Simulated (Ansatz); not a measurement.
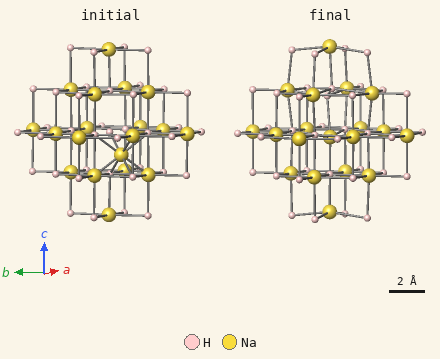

The structure of a defect cell of composition H$_{33}$Na$_{32}$ (cell charge +1) before (left) and after (right) a relaxation, at one scale.

Style: ball-and-stick. Shown: the atoms within 5.8 Å of the atom that moves most (axes of the cell of the calculation (origin shifted)), from a free direction.

These are results of DFT, PBEsol, PAW, plane waves in Ansatz, not measurements. Settings: plane-wave cutoff 420 eV; k-point mesh 1 × 1 × 1; mesh shifted by (0.25, 0.25, 0.25); no spin polarisation; atoms relaxed in a fixed cell; force threshold 0.03 eV/Å; at most 80 steps.

Q: Describe what moved and what it gained.

A: After 18 geometry steps the energy has fallen by 6.330 eV per cell of the calculation. Largest force component: 1.6 eV/Å at the start, 0.0064 eV/Å at the end. An H atom moves most: 2.11 Å roughly along +c. By element the largest moves are H 2.11 Å, Na 1.88 Å. The cell doesn't change. Some distances before and after: H–Na 2.063 → 3.979 Å, H–Na 3.988 → 2.366 Å, H–H 2.383 → 0.767 Å, Na–Na 2.065 → 3.364 Å. New bonds form: H–H (2.38 → 0.77 Å), H–Na (3.41 → 2.39 Å), H–Na (3.42 → 2.40 Å), H–Na (3.97 → 2.37 Å). Bonds break: H–Na (2.06 → 3.98 Å), Na–Na (2.04 → 3.24 Å), Na–Na (2.07 → 3.36 Å), Na–Na (2.11 → 3.24 Å). Bond angles that change, for instance: H–Na–H 71.9° → 169.3°, Na–H–Na 126.9° → 180.0°, Na–H–Na 125.0° → 171.9°.

Limits of the set-up: the cell is charged, on a uniform background, and energies carry no finite-size correction.
